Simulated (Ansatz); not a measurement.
The Ansatz input:

```
crystal:
  lattice:
    - [7.9972834977, 0.0, 0.0]
    - [0.0, 5.6549333923, 0.0]
    - [0.0, 0.0, 21.9979626233]
  atoms:
    - { symbol: Zn, position: [0.25, 0.5, 0.3636700424] }
    - { symbol: Zn, position: [0.75, 0.5, 0.3636700424] }
    - { symbol: Se, position: [0.5, 0.25, 0.3636700424] }
    - { symbol: Se, position: [0.0, 0.25, 0.3636700424] }
    - { symbol: Zn, position: [0.5, 0.0, 0.4545566808] }
    - { symbol: Zn, position: [0.0, 0.0, 0.4545566808] }
    - { symbol: Se, position: [0.75, 0.75, 0.4545566808] }
    - { symbol: Se, position: [0.25, 0.75, 0.4545566808] }
    - { symbol: Zn, position: [0.75, 0.5, 0.5454433192] }
    - { symbol: Zn, position: [0.25, 0.5, 0.5454433192] }
    - { symbol: Se, position: [0.0, 0.25, 0.5454433192] }
    - { symbol: Se, position: [0.5, 0.25, 0.5454433192] }
    - { symbol: Zn, position: [0.0, 0.0, 0.6363299576] }
    - { symbol: Zn, position: [0.5, 0.0, 0.6363299576] }
    - { symbol: Se, position: [0.25, 0.75, 0.6363299576] }
    - { symbol: Se, position: [0.75, 0.75, 0.6363299576] }
basis:
  ecutwfc: 420
kpoints:
  mp_grid: { grid: [2, 3, 1] }
hamiltonian:
  xc: pbe
  dispersion: d3bj
scf:
  occupations: { method: gaussian, width: 0.05 }
output:
  forces: true
  eigenvalues: true
  write_density: true
  write_potential: true
  elf: true
  volumetric_format: npy
relax:
  adjacent_minimum: "off"
  f_tol: 0.03
  max_steps: 70
  constraints: [{ sites: [0, 1, 2, 3, 4, 5, 6, 7] }]
efield:
  axis: 3
  dipole_correction: true
  ramp_width: 0.04
```

Launched with:
```bash
ansatz run input.yaml --threads 4 --pin off --max-ram 10240MiB --backend cpu --events-out ev --progress --plain --runs-dir out
```

What does the potential across the slab give for the band edges against vacuum?

From the vacuum level at the right face the ionisation potential is 5.57 eV and the electron affinity 4.17 eV; at the left face they are 5.20 and 3.80 eV. The slab's gap, their difference before rounding, is 1.40 eV. The vacuum levels differ by 0.36 eV, so the slab carries a dipole along its normal. Some atoms were held fixed in the relaxation, which can itself make the faces differ. The outermost atoms are 6.2 Å apart, which leaves 15.8 Å of vacuum in a cell 22.0 Å high.

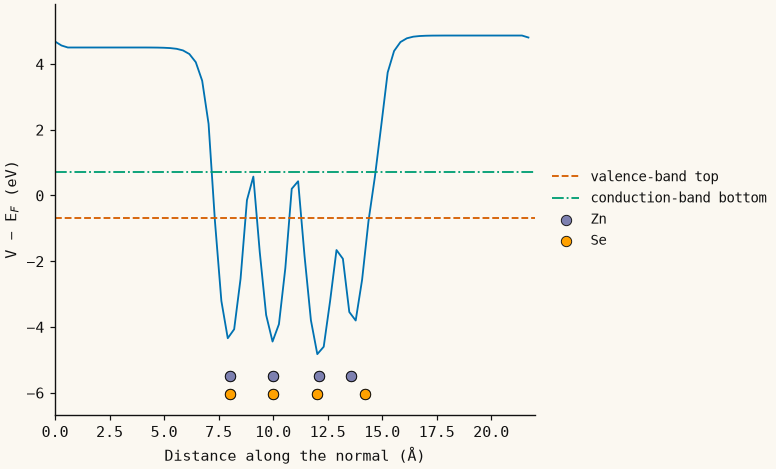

Plane-averaged electrostatic potential energy of an electron across the slab; circles at the bottom mark the heights of the atoms (positions after relaxation).
